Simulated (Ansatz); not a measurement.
Consider H₄C (amorphous cell).

```
CELL_PARAMETERS angstrom
8.21500 0.00000 0.00000
0.00000 8.21500 0.00000
0.00000 0.00000 8.21500
ATOMIC_POSITIONS crystal
C 0.44916 0.05576 0.22369
H 0.52679 0.16135 0.19893
H 0.45324 0.02264 0.35244
H 0.49001 0.95345 0.14959
H 0.32411 0.08640 0.18936
C 0.78824 0.62764 0.61166
H 0.85604 0.72292 0.67575
H 0.71585 0.55773 0.69919
H 0.87387 0.54645 0.54968
H 0.70740 0.68364 0.52170
C 0.36693 0.92642 0.87358
H 0.49351 0.96166 0.89427
H 0.29603 0.96152 0.98000
H 0.35992 0.79458 0.85743
H 0.32024 0.98998 0.76634
C 0.09352 0.65236 0.00547
H 0.15209 0.76585 0.04339
H 0.11942 0.55812 0.09588
H 0.14325 0.61477 0.88766
H 0.96186 0.66971 0.99608
C 0.41749 0.43626 0.95473
H 0.52674 0.38076 0.00688
H 0.33608 0.47439 0.05264
H 0.35425 0.34781 0.87750
H 0.45083 0.54317 0.88222
C 0.00347 0.20619 0.21467
H 0.97470 0.19153 0.34396
H 0.89976 0.16729 0.14060
H 0.10937 0.13132 0.18469
H 0.03124 0.33405 0.18906
C 0.72150 0.11690 0.80120
H 0.79919 0.09244 0.69583
H 0.76930 0.22015 0.87051
H 0.71893 0.00890 0.87930
H 0.59780 0.14461 0.75998
C 0.16891 0.73199 0.41359
H 0.10926 0.72856 0.53266
H 0.29591 0.76988 0.42788
H 0.10540 0.81847 0.33448
H 0.16476 0.61074 0.35837
```

Method: Ansatz, DFT LDA, scalar-relativistic, plane waves, PAW.

Question: What can the converged valence pseudo-density and electron localisation function tell about the bonding?

Answer: C–H (1.09 Å): ρ is about 1.9 e/Å³ halfway; the ELF climbs to about 1 towards the hydrogen, as it does in any bond to H: a covalent bond by its length.

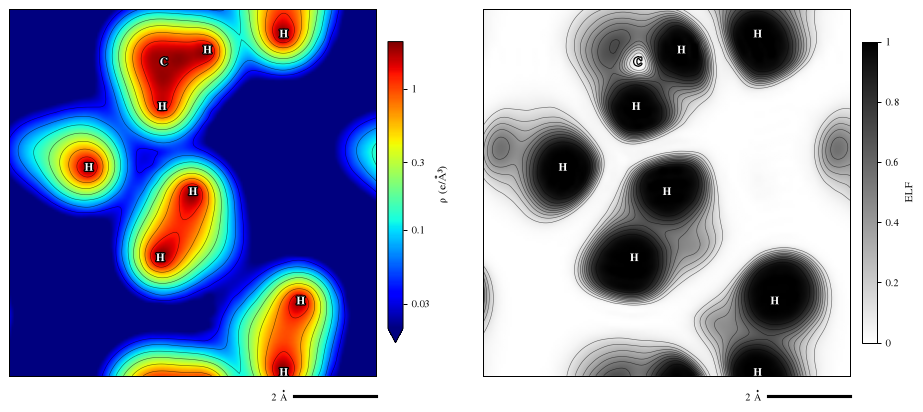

Computed valence pseudo-density and electron localisation function on the (001) plane of the calculation cell, in this order. Atoms just off the plane (C, 0.6 Å away) can leave unmarked features too.

In a PAW calculation such maps are meaningful between the atoms, not at the nuclei.
